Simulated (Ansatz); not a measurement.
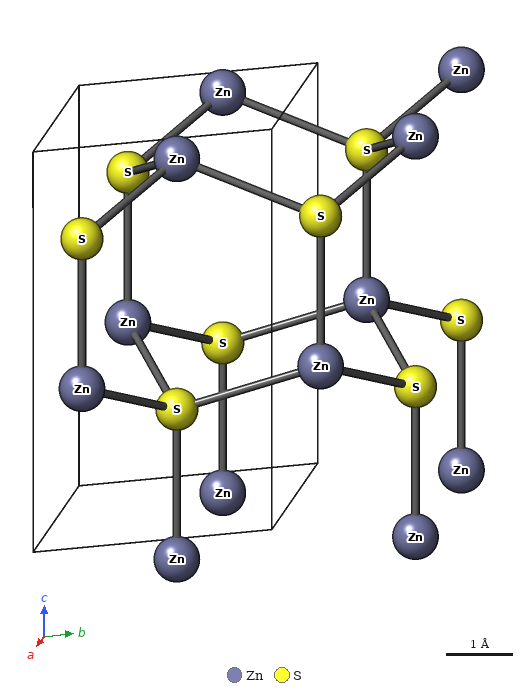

The starting point is crystalline ZnS (set up in P6_3mc). A ball-and-stick model of the cell of the calculation, repeated 2 × 2 × 1 with one cell outlined, seen slightly off an axis.

Computed with Ansatz, DFT PBE, scalar-relativistic, plane waves, PAW. Settings: plane-wave cutoff 420 eV; k-point mesh 12 × 12 × 4; occupations gaussian; smearing width 0.02 eV; no spin polarisation.

Now this is done to it. Equal strain along all axes, +3.0 %, is applied. The cell is then held and the atoms relaxed.

### Predict the response.

It costs 31.4 meV per atom. The pressure goes from 0.0 to −5.0 GPa. The gap on the k-mesh goes from 2.08 to 1.70 eV. The volume changes by +9.3 %, with a = b 3.844 → 3.959 Å (+3.0 %), c 6.305 → 6.494 Å (+3.0 %). The atoms keep their places relative to the cell (all moves are under 0.005 Å). Among the bonded contacts that change: S–Zn 2.357 → 2.426 to 2.435 Å. The space group stays P6_3mc (No. 186).

The changed structure in the same view:

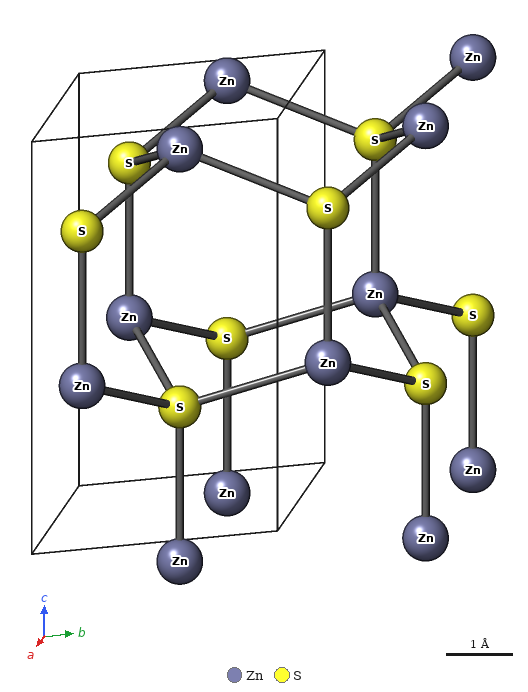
